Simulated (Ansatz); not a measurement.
Consider Ti3C2.

```
CELL_PARAMETERS angstrom
1.53202 -2.65354 0.00000
1.53202 2.65354 0.00000
0.00000 0.00000 16.11852
ATOMIC_POSITIONS crystal
Ti 0.66667 0.33333 0.08835
Ti 0.33333 0.66667 0.61937
Ti 0.33333 0.66667 0.38063
Ti 0.66667 0.33333 0.91165
Ti 0.00000 0.00000 0.23449
Ti 0.00000 0.00000 0.76551
C 0.33333 0.66667 0.15398
C 0.66667 0.33333 0.68500
C 0.33333 0.66667 0.84602
C 0.66667 0.33333 0.31500
```

Space group P-6m2; a structure from a database of computed crystals, not necessarily the ambient phase; not relaxed (largest force 0.5 eV/Å); computed without spin polarisation.

These are results of Ansatz, DFT r2SCAN, scalar-relativistic, plane waves, PAW, not measurements.

### What will maps of the valence pseudo-density and electron localisation function show?

Ti–Ti (2.85 Å): the density is about 0.12 e/Å³ at the midpoint; the ELF is about 0.05 at the midpoint (no shared electron pair shows on this line).

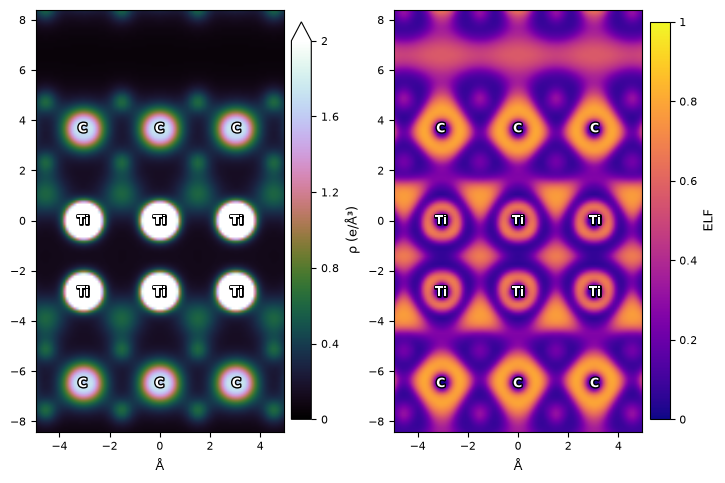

Computed valence pseudo-density and electron localisation function on the (010) plane of the conventional cell, in this order. Atoms just off the plane (Ti, 0.9 Å away and C, 0.9 Å away) can leave unmarked features too.

Core electrons are frozen (PAW), and the valence fields are smoothed inside the atomic spheres.
